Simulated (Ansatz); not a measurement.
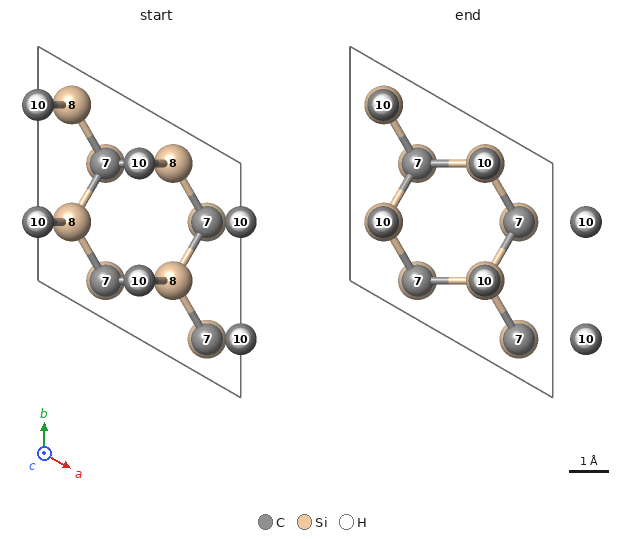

The structure of a slab of composition Si4HC5 (cut from the P6_3mc phase) before (left) and after (right) a constrained relaxation, at one scale.

A ball-and-stick model of the 2 × 2 repeat of the cell, outlined in the plane, without the vacuum, seen along the c axis.

Case: CH put at a bridge C-Si site. The slab is the (0 0 1) face of SiC with CH on it. 4 atoms are held fixed.

All numbers below come from DFT r2SCAN, scalar-relativistic, plane waves, PAW in Ansatz 0.2.0.

Input file:
```yaml
crystal:
  lattice:
    - [3.0751950076, 0.0, 0.0]
    - [-1.5375975038, 2.6631969982, 0.0]
    - [0.0, 0.0, 28.2992617081]
  atoms:
    - { symbol: C, position: [0.3333333333, 0.6666666667, 0.3003611927] }
    - { symbol: Si, position: [0.6666666667, 0.3333333333, 0.3225176516] }
    - { symbol: C, position: [0.6666666667, 0.3333333333, 0.3895537467] }
    - { symbol: Si, position: [0.3333333333, 0.6666666667, 0.4117102056] }
    - { symbol: C, position: [0.3333333333, 0.6666666667, 0.4798620223] }
    - { symbol: Si, position: [0.6666666667, 0.3333333333, 0.5007113628] }
    - { symbol: C, position: [0.6666666667, 0.3333333333, 0.5700235757] }
    - { symbol: Si, position: [0.3333333333, 0.6666666667, 0.5899307787] }
    - { symbol: C, position: [0.0, 0.5, 0.6485895528], spin: 1.0 }
    - { symbol: H, position: [0.0, 0.5, 0.6874598248] }
basis:
  ecutwfc: 500
kpoints:
  mp_grid: { grid: [9, 9, 1] }
hamiltonian:
  xc: r2scan
scf:
  occupations: { method: gaussian, width: 0.05 }
output:
  forces: true
  eigenvalues: true
  populations: true
  write_density: true
  write_potential: true
  elf: true
  volumetric_format: npy
magnetization:
  spin_polarized: true
relax:
  adjacent_minimum: "off"
  f_tol: 0.03
  max_steps: 70
  constraints: [{ sites: [0, 1, 2, 3] }]
efield:
  axis: 3
  dipole_correction: true
  ramp_width: 0.04
```

Launched with:
```bash
ansatz run input.yaml --threads 2 --pin off --max-ram 5120MiB --backend cpu --events-out ev --progress --plain --runs-dir out
```

Q: What changed between the two?

A: The largest moves, 0.89 Å, are those of C9 and H10. H10 goes at 80° to the normal (+c side). Largest moves by element: H 0.89 Å, C 0.89 Å, Si 0.02 Å. The cell stays as it was. Near-neighbour distances that change, for instance: Si8–C9 1.882 → 1.813 Å, Si6–C7 1.961 → 1.894 Å, Si4–C5 1.929 → 1.892 Å, C7–Si8 1.863 → 1.890 Å. Bond angles that change, for instance: C7–Si8–C9 79.5° → 109.6°, Si8–C9–H10 151.9° → 179.3°, C7–Si8–C9 119.4° → 110.3°. Over 5 accepted moves (6 points after the start) the energy falls by 0.876 eV per cell of the calculation. Largest force component: 2.6 eV/Å at the start, 0.025 eV/Å at the end. 1 step only repeated the SCF at the same geometry. Cost: 9.6 min on 2 threads of Intel(R) Xeon(R) Platinum 8488C (Sapphire Rapids) (shared host), peak memory 1.3 GiB.

Limits of the set-up: the periodic images lie only 3.1 Å apart, so the values are limited by the cell's size.
